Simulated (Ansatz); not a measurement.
```xyz
30
Lattice="5.5343 0.0000 0.0000 -2.7671 4.7928 0.0000 0.0000 0.0000 15.3939" Properties=species:S:1:pos:R:3 pbc="T T T"
Zr    3.7257    0.0000    3.8485
Zr    0.9585    1.5976    8.9797
Zr   -1.8086    3.1952   14.1111
Zr    0.9043    1.5663    3.8485
Zr    3.6714    3.1639    8.9797
Zr    0.9043    4.7615   14.1111
Zr   -1.8628    3.2265    3.8485
Zr    3.6715    0.0313    8.9797
Zr    0.9043    1.6289   14.1111
Zr    1.8628    3.1639    1.2828
Zr   -0.9043    4.7615    6.4142
Zr   -0.9043    1.5663   11.5454
Zr    1.8628    0.0313    1.2828
Zr   -0.9043    1.6289    6.4142
Zr    1.8628    3.2265   11.5454
Zr    4.5758    1.5976    1.2828
Zr    1.8086    3.1952    6.4142
Zr    1.8086    0.0000   11.5454
N     2.7672    1.5976    2.6425
N     0.0000    3.1952    7.7738
N     0.0000    0.0000   12.9052
N     0.0000    3.1952    5.0544
N     0.0000    0.0000   10.1857
N     2.7672    1.5976   15.3171
N     0.0000    3.1952    0.0768
N     0.0000    0.0000    5.2082
N     2.7672    1.5976   10.3395
N     0.0000    0.0000    2.4887
N     2.7672    1.5976    7.6201
N     0.0000    3.1952   12.7514
```

Space group R-3c; a structure from a database of computed crystals, not necessarily the ambient phase; changed on purpose from its base cell (equal strain along all axes, cell held, atoms relaxed: -2.0 %); computed pressure about 14 GPa in this cell.

These are results of DFT r2SCAN, scalar-relativistic, plane waves, PAW (Ansatz 0.2.0), not measurements.

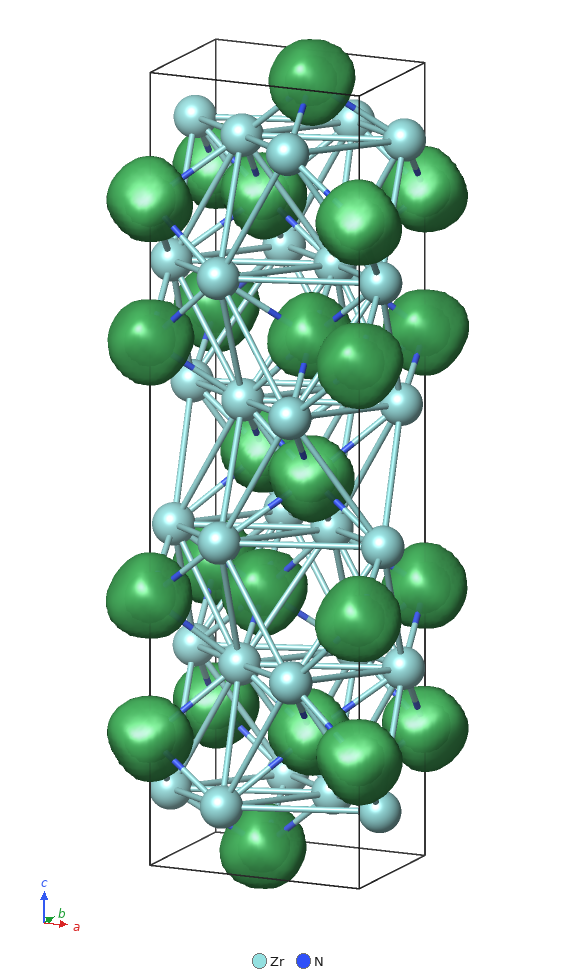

Zr₃N₂. Isosurface of the electron localisation function at 0.75 (green), seen at an oblique angle. Only the valence region is drawn (cores and ρ < 0.01 e/Å³ removed). Sticks mark near contacts.

Core electrons are frozen (PAW), and the valence fields are smoothed inside the atomic spheres.

Describe the localisation domains.

At this value the surface marks out twelve regions wrapped around N (the valence shell of each), counted in one cell of 30 atoms. Regions shared between cells count once. Along the contacts the grid gives the following. Zr–N (2.22 Å): the ELF peaks at about 0.80 in the valence shell of N, 0.6 Å from its nucleus, and drops to about 0.15 between the two atoms; no shared electron pair shows on this line. Zr–Zr (3.13 Å): the ELF is about 0.10 at the midpoint: no shared electron pair shows on this line.
